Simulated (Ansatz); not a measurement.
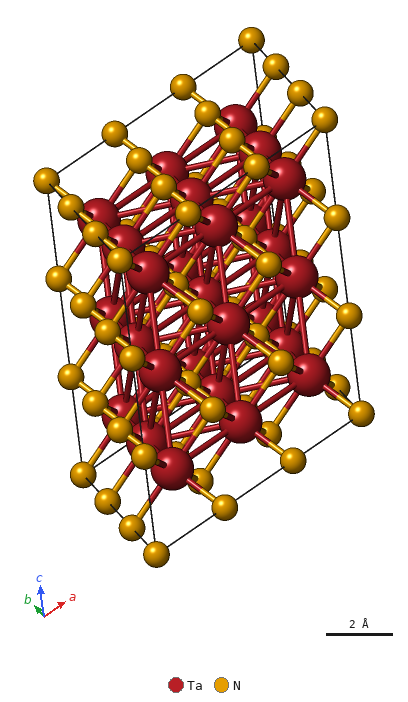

Fig. 1: The structure as given in the input (ball-and-stick view of the cell of the calculation, seen slightly off an axis). An atom can appear more than once, as a periodic image. Near neighbours in the periodic cell (some may lie outside the picture): Ta has 6 N at 2.18 Å and 12 Ta at 3.08 Å; N has 6 Ta at 2.18 Å.

## Single-point calculation of TaN (part 1 of 2)

System: TaN (54 atoms in the cell).
Method: DFT PBE, scalar-relativistic, plane waves, PAW, no spin polarisation (Ansatz 0.2.0).

The structure derives from an entry of the Crystallography Open Database.

Output:
```
Warning: the atoms were moved onto the symmetric positions of the space group found under crystal.symmetry.tolerance 1.0e-5 (fractional; no operation is sought that the atoms, as they stand in a round, miss by more than twice it, and no atom is moved by as much as it), and the run uses the moved positions. Before a round's move an operation carried an atom to 1.51e-5 Å from where it should land, the largest such distance. Atom 0 (counting from 0) moved farthest, by 7.55e-6 Å; the longest move in fractions of the cell, of whichever atom, is 0.05 of the tolerance, in 1 round. To run the atoms as typed, lower crystal.symmetry.tolerance until the operations that they miss are no longer found, or set crystal.symmetry.detect: false (a key that needs symmetry detection or time reversal refuses this as the deck is read). The positions used, in the order of the run's atom list: position: [0.16666666666666669, 0.16666666666666669, 0.16666666666666669]; position: [0.16666666666666669, 0.16666666666666669, 0.5]; position: [0.16666666666666669, 0.16666666666666669, 0.8333333333333334]; position: [0.16666666666666669, 0.5, 0.16666666666666669]; position: [0.16666666666666669, 0.5, 0.5]; position: [0.16666666666666669, 0.5, 0.8333333333333334]; position: [0.16666666666666669, 0.8333333333333334, 0.16666666666666669]; position: [0.16666666666666669, 0.8333333333333334, 0.5]; position: [0.16666666666666669, 0.8333333333333334, 0.8333333333333334]; position: [0.5, 0.16666666666666669, 0.16666666666666669]; position: [0.5, 0.16666666666666669, 0.5]; position: [0.5, 0.16666666666666669, 0.8333333333333334]; position: [0.5, 0.5, 0.16666666666666669]; position: [0.5, 0.5, 0.5]; position: [0.5, 0.5, 0.8333333333333334]; position: [0.5, 0.8333333333333334, 0.16666666666666669]; position: [0.5, 0.8333333333333334, 0.5]; position: [0.5, 0.8333333333333334, 0.8333333333333334]; position: [0.8333333333333334, 0.16666666666666669, 0.16666666666666669]; position: [0.8333333333333334, 0.16666666666666669, 0.5]; position: [0.8333333333333334, 0.16666666666666669, 0.8333333333333334]; position: [0.8333333333333334, 0.5, 0.16666666666666669]; position: [0.8333333333333334, 0.5, 0.5]; position: [0.8333333333333334, 0.5, 0.8333333333333334]; position: [0.8333333333333334, 0.8333333333333334, 0.16666666666666669]; position: [0.8333333333333334, 0.8333333333333334, 0.5]; position: [0.8333333333333334, 0.8333333333333334, 0.8333333333333334]; position: [0.0, 0.0, 0.0]; position: [0.0, 0.0, 0.3333333333333333]; position: [0.0, 0.0, 0.6666666666666666]; position: [0.0, 0.3333333333333333, 0.0]; position: [0.0, 0.3333333333333333, 0.3333333333333333]; position: [0.0, 0.3333333333333333, 0.6666666666666666]; position: [0.0, 0.6666666666666666, 0.0]; position: [0.0, 0.6666666666666666, 0.3333333333333333]; position: [0.0, 0.6666666666666666, 0.6666666666666666]; position: [0.3333333333333333, 0.0, 0.0]; position: [0.3333333333333333, 0.0, 0.3333333333333333]; position: [0.3333333333333333, 0.0, 0.6666666666666666]; position: [0.3333333333333333, 0.3333333333333333, 0.0]; position: [0.3333333333333333, 0.3333333333333333, 0.3333333333333333]; position: [0.3333333333333333, 0.3333333333333333, 0.6666666666666666]; position: [0.3333333333333333, 0.6666666666666666, 0.0]; position: [0.3333333333333333, 0.6666666666666666, 0.3333333333333333]; position: [0.3333333333333333, 0.6666666666666666, 0.6666666666666666]; position: [0.6666666666666666, 0.0, 0.0]; position: [0.6666666666666666, 0.0, 0.3333333333333333]; position: [0.6666666666666666, 0.0, 0.6666666666666666]; position: [0.6666666666666666, 0.3333333333333333, 0.0]; position: [0.6666666666666666, 0.3333333333333333, 0.3333333333333333]; position: [0.6666666666666666, 0.3333333333333333, 0.6666666666666666]; position: [0.6666666666666666, 0.6666666666666666, 0.0]; position: [0.6666666666666666, 0.6666666666666666, 0.3333333333333333]; position: [0.6666666666666666, 0.6666666666666666, 0.6666666666666666];
Engine: ansatz 0.2.0, aarch64-unknown-linux-gnu
Pseudopotentials: kind: paw
Pseudopotential: Ta, paw, valence charge 13, recommended cutoff 420 eV (normal), Ta.paw.azcp
Pseudopotential: N, paw, valence charge 5, recommended cutoff 420 eV (normal), N.paw.azcp
Functional definition: PBE
  parameter kappa = 0.804
  parameter beta = 0.06672455060314922
  exchange = pbe_x(kappa = kappa, mu = beta*pi^2/3)
  correlation = pbe_c(beta = beta)
Crystal: 54 atoms, lattice volume = 558.683 Å³
Basis set: ecut = 420 eV, 10969 PW (Γ), exchange–correlation on 128×128×128 points (8 copies of the dense FFT grid, shifted against one another)
Bands: 297, of which v1, the nominal top of the filled ones, is band 243 counted from 1 (242 counted from 0)
Symmetry: 1296 space group operations
Space group: Fm-3m (ITA 225), of the structure as read, at distance tolerance 8.2e-5 Å
k-points: 3 of 8
Non-local potential: Ta, projectors of the file, l = 0: 3, l = 1: 2, l = 2: 2, l = 3: 1
Non-local potential: N, projectors of the file, l = 0: 2, l = 1: 2, l = 2: 1
PAW form: soft (Blöchl's): semilocal exchange-correlation on the pseudo side does not see the compensation charge
PAW one-centre angular grid: Ta, 590 points (default); XC on 64 Gauss nodes
PAW one-centre angular grid: N, 110 points (default); XC on 64 Gauss nodes
Initial density: superposition of atomic densities (neutral atoms: chi_scale 0, normalization atom), corrected by the library's trained network
Initial wavefunctions: pseudopotential atomic-orbital guess
Functional: x = pbe(κ = 0.804, μ = 0.2195149727645171), c = pbe(β = 0.06672455060314922)
SCF iter   1: F=—  HF=-278581.065749 eV  |F-HF|=—  |Δ(HF+E_count)|=         —  Δρ=1.60e-3  dr2=5.85e-3  ethr=1.77e-3  ⟨swp⟩=6.0  Hψ=3285  notcnv=0  defer=31
preconditioner: auto → Resta (q_TF=auto, 2.666 Å⁻¹)  ε∞=7.9  [insulator: Δε(μ)=0.150 eV  Ē_g=9.833 eV  σ=0.050 eV  W_gap=0.53  n_scr=168 (ndim 8)  ℏωp=25.8 eV  f_vac=0.000  D(μ)=47.75/eV (n_scr^D=536)  ε∞_Penn≈7.9]
SCF iter   2: F=—  HF=-278581.062267 eV  |F-HF|=—  |Δ(HF+E_count)|=   3.48e-3  Δρ=9.52e-4  dr2=1.83e-3  ethr=1.20e-6  ⟨swp⟩=3.0  Hψ=1772  notcnv=0  defer=47
SCF iter   3: F=—  HF=-278581.065848 eV  |F-HF|=—  |Δ(HF+E_count)|=   3.58e-3  Δρ=2.14e-4  dr2=2.14e-4  ethr=3.77e-7  ⟨swp⟩=2.0  Hψ=1105  notcnv=0  defer=14
automatic band count: iteration 3 solves 281 bands in place of 297: the levels show a gap, and the empty bands left out lie too high to hold charge; the band table lists the bands solved (type scf.n_extra_bands for more)
SCF iter   4: F=—  HF=-278581.065519 eV  |F-HF|=—  |Δ(HF+E_count)|=   3.29e-4  Δρ=7.48e-5  dr2=1.71e-5  ethr=4.41e-8  ⟨swp⟩=2.0  Hψ=1120  notcnv=0  defer=14
SCF iter   5: F=—  HF=-278581.066665 eV  |F-HF|=—  |Δ(HF+E_count)|=   1.15e-3  Δρ=1.33e-5  dr2=7.41e-7  ethr=3.52e-9  ⟨swp⟩=2.0  Hψ=1186  notcnv=0  defer=14
SCF iter   6: F=-278581.066665 eV  HF=-278581.066665 eV  |F-HF|=3.11e-8  |Δ(HF+E_count)|=   8.92e-8  Δρ=3.36e-6  dr2=3.99e-8  ethr=2.06e-11  ⟨swp⟩=9.3  Hψ=3150  notcnv=0
SCF 1 converged in 6 iterations: F = -278581.066665 eV  dr2 = 3.99e-8
  greatest PAW one-centre occupation: 0.999 electrons in one spin orbital (limit 2), on the Ta atom at site 26 (counted from 0), in its partial waves of l = 0
```

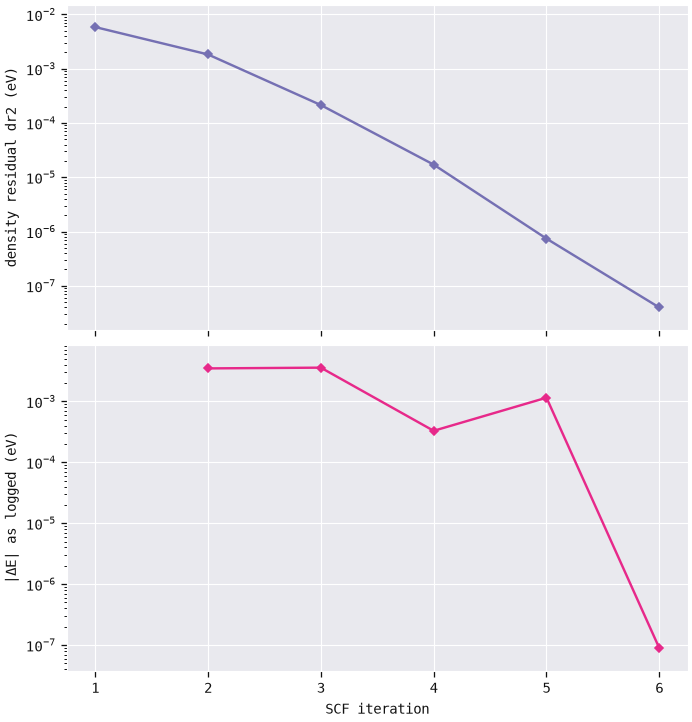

Fig. 2: Convergence of the self-consistent field: density residual dr2 and size of the energy change against the SCF iteration. The residual falls at every step.

```
SCF converged after 6 iterations
Free energy (F): -278581.066665 eV
Harris-Foulkes:  -278581.066665 eV  (|F-HF|=3.11e-8)
Internal energy: -278581.007043 eV  (E = F + TS)
E sigma→0 (E₀):  -278581.036854 eV
Entropy (-TS):   -0.059623 eV (-1.104 meV/atom)
Fermi energy:    22.418574 eV
--- Per-component energies (eV) ---
  E_band       = -907.895928
  E_kinetic    = 13598.176139
  E_local      = -15245.626344  (includes V_loc(G=0)·N_el)
  E_nonlocal   = 1631.371965
  E_hartree    = 5181.377608
  E_xc         = -7583.858188
  E_vxc        = -7658.676658  (∫ρ·V_xc dr)
  E_paw        = -230167.400061  (= ΣΔE_a)
  E_vpaw       = -3595.894182  (= ΣTr[D̂ρ^β])
  E_aug_tail   = 0.006624  (compensation charges beyond the density's cutoff)
  E_ewald      = -45995.054787
  E_smearing   = -0.059623  (= −TS)
  E_closure    = -0.000000  (closes the sum)
  Σ components = -278581.066665   (vs F -278581.066665, Δ=0.00e0)
--- Forces (eV/Å), atoms counted from 1 ---
  atom   1  Ta     0.00000000    -0.00000000    -0.00000000
  atom   2  Ta     0.00000000    -0.00000000    -0.00000000
  atom   3  Ta     0.00000000    -0.00000000     0.00000000
  atom   4  Ta     0.00000000     0.00000000     0.00000000
  atom   5  Ta     0.00000000     0.00000000     0.00000000
  atom   6  Ta     0.00000000     0.00000000     0.00000000
  atom   7  Ta     0.00000000     0.00000000    -0.00000000
  atom   8  Ta     0.00000000     0.00000000     0.00000000
  atom   9  Ta     0.00000000     0.00000000     0.00000000
  atom  10  Ta     0.00000000    -0.00000000     0.00000000
  atom  11  Ta    -0.00000000    -0.00000000    -0.00000000
  atom  12  Ta     0.00000000    -0.00000000     0.00000000
  atom  13  Ta    -0.00000000     0.00000000     0.00000000
  atom  14  Ta    -0.00000000    -0.00000000     0.00000000
  atom  15  Ta    -0.00000000    -0.00000000     0.00000000
  atom  16  Ta     0.00000000    -0.00000000     0.00000000
  atom  17  Ta     0.00000000    -0.00000000    -0.00000000
  atom  18  Ta     0.00000000    -0.00000000    -0.00000000
  atom  19  Ta     0.00000000    -0.00000000    -0.00000000
  atom  20  Ta     0.00000000    -0.00000000    -0.00000000
  atom  21  Ta     0.00000000    -0.00000000    -0.00000000
  atom  22  Ta     0.00000000    -0.00000000     0.00000000
  atom  23  Ta     0.00000000    -0.00000000     0.00000000
  atom  24  Ta     0.00000000     0.00000000     0.00000000
  atom  25  Ta     0.00000000    -0.00000000     0.00000000
  atom  26  Ta     0.00000000    -0.00000000     0.00000000
  atom  27  Ta     0.00000000    -0.00000000     0.00000000
  atom  28  N      0.00000000    -0.00000000     0.00000000
  atom  29  N      0.00000000    -0.00000000     0.00000000
  atom  30  N      0.00000000    -0.00000000     0.00000000
  atom  31  N      0.00000000    -0.00000000    -0.00000000
  atom  32  N      0.00000000    -0.00000000    -0.00000000
  atom  33  N      0.00000000    -0.00000000     0.00000000
  atom  34  N      0.00000000    -0.00000000     0.00000000
  atom  35  N      0.00000000     0.00000000    -0.00000000
  atom  36  N      0.00000000     0.00000000    -0.00000000
  atom  37  N      0.00000000     0.00000000     0.00000000
  atom  38  N     -0.00000000     0.00000000     0.00000000
  atom  39  N      0.00000000    -0.00000000     0.00000000
  atom  40  N      0.00000000     0.00000000    -0.00000000
  atom  41  N      0.00000000    -0.00000000    -0.00000000
  atom  42  N      0.00000000    -0.00000000    -0.00000000
  atom  43  N     -0.00000000     0.00000000     0.00000000
  atom  44  N      0.00000000     0.00000000     0.00000000
  atom  45  N      0.00000000    -0.00000000    -0.00000000
  atom  46  N      0.00000000    -0.00000000     0.00000000
  atom  47  N      0.00000000    -0.00000000     0.00000000
  atom  48  N      0.00000000    -0.00000000     0.00000000
  atom  49  N     -0.00000000     0.00000000    -0.00000000
  atom  50  N      0.00000000    -0.00000000    -0.00000000
  atom  51  N     -0.00000000    -0.00000000    -0.00000000
  atom  52  N      0.00000000     0.00000000    -0.00000000
  atom  53  N      0.00000000    -0.00000000    -0.00000000
  atom  54  N      0.00000000    -0.00000000    -0.00000000
  max |Σ_I F_I| component: 1.18e-23 eV/Å
--- Band table (eV) ---
```
